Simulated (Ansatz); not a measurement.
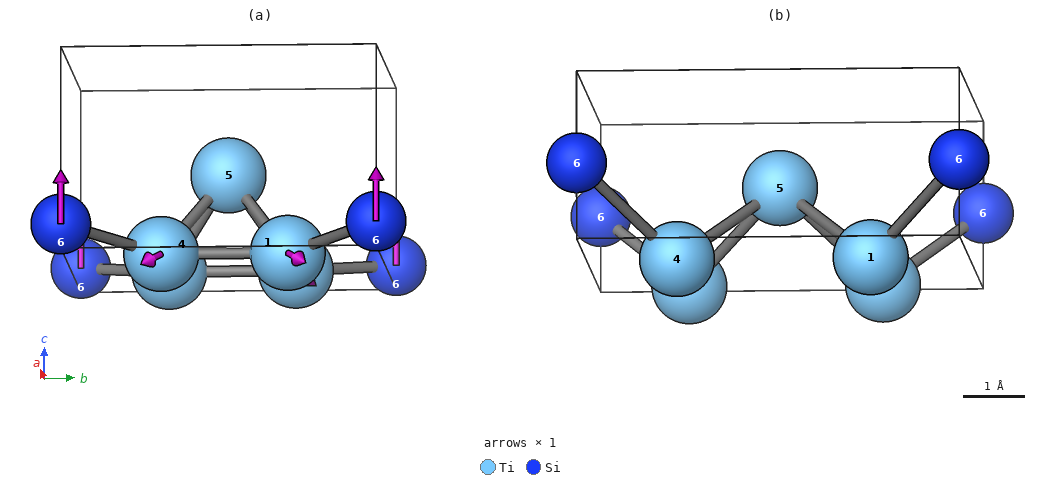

The structure of solid Ti$_{5}$Si (a generated structure, set up in P4mm) (coarse preliminary run) before (left) and after (right) a relaxation, at one scale. The purple arrows give the displacements (the part carried along by the change of the cell is left out), at their true length.

A ball-and-stick model of the cell of the calculation, seen from a free direction.

These are results of Ansatz 0.2.0, DFT PBE, scalar-relativistic, plane waves, PAW, not measurements. Set-up: plane-wave cutoff 420 eV; k-point mesh 4 × 4 × 6; occupations gaussian; smearing width 0.1 eV; no spin polarisation; cell and atoms relaxed; force threshold 0.04 eV/Å; at most 70 steps.

**Describe what moved and what it gained.**

Over 14 accepted moves (17 points after the start) the energy falls by 2337 meV per atom. Largest force component: 4.4 eV/Å at the start, 0.0099 eV/Å at the end. Pressure: 55.09 GPa at the start and 0.10 GPa at the end. The line search rejected the trial step at point 11 of the run. The SCF was repeated twice at an unchanged geometry on a basis and grid sized afresh for the cell, which shifted the energy by 29.6 meV per atom at most. The largest move relative to the cell is that of the Si atom, 0.94 Å along +c. By element the largest moves are Si 0.94 Å, Ti 0.53 Å. The drawn cell changes as follows: a = b 5.260 → 6.381 Å (+21.3 %), c 3.384 → 2.817 Å (−16.8 %); the volume changes by +22.5 %. Near-neighbour distances that change, for instance: Ti–Ti 2.985 → 4.570 Å, Si–Ti 3.809 → 2.635 Å, Ti–Ti 2.110 → 3.231 Å, Ti–Ti 2.089 → 2.684 Å. New bonds form: Si–Ti (3.81 → 2.64 Å). Bonds break: Ti–Ti (2.11 → 3.23 Å). Among the angles between lasting bonds that change: Ti–Si–Ti 164.9° → 115.4°, Ti–Ti–Si 135.3° → 179.3°, Ti–Ti–Ti 96.6° → 63.3°. The space group (tolerance 0.01 Å) goes from P4mm (No. 99) to P4/mmm (No. 123).
